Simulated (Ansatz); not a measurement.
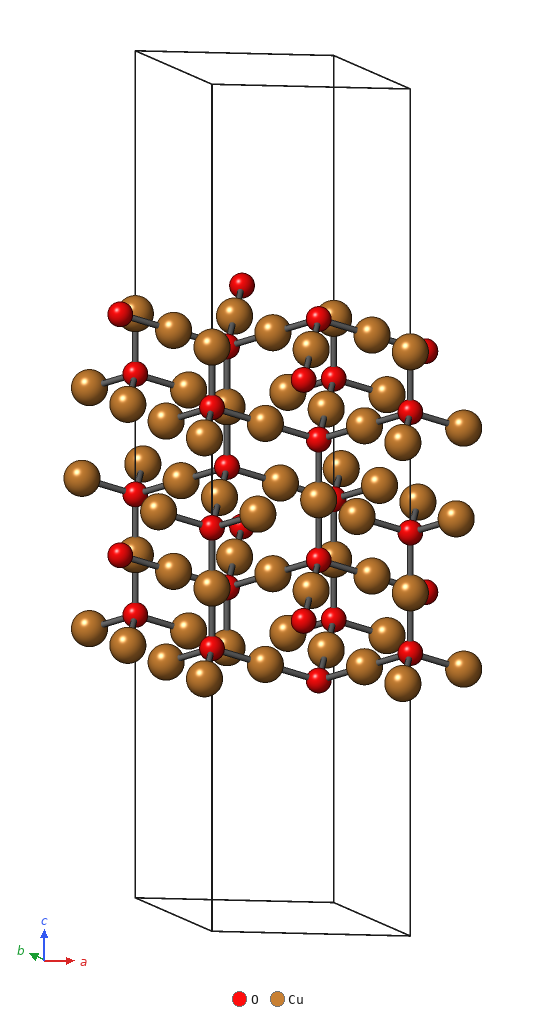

An orthographic ball-and-stick view of the structure, from the side at a slight tilt. The edges of the simulation cell are marked. The first bonded neighbours in the surrounding cells are also shown.

Cu2O, a = 6.08 Å, b = 6.08 Å, c = 26.17 Å, α = 90.00°, β = 90.00°, γ = 120.00°.

Theory: DFT PBE, scalar-relativistic, plane waves, PAW in Ansatz 0.2.0. Numerical settings: cutoff 420 eV, k-grid 6×6×1, Gaussian smearing of 0.05 eV, no spin polarisation.

> Is it conducting or gapped at this level?

A semiconductor at this level, with a gap of 0.40 eV on the k-mesh (the true edges may lie between mesh points, so the gap can be somewhat smaller).

The cell started as a structure listed in the Materials Project, from which a slab was cut. Earlier steps of the study may have refined or changed the cell and positions. It was the input of a calculation with Ansatz.

At this level of theory the cell isn't at rest (forces up to 0.7 eV/Å), so its distances can differ from those at equilibrium, the more so the softer the solid.
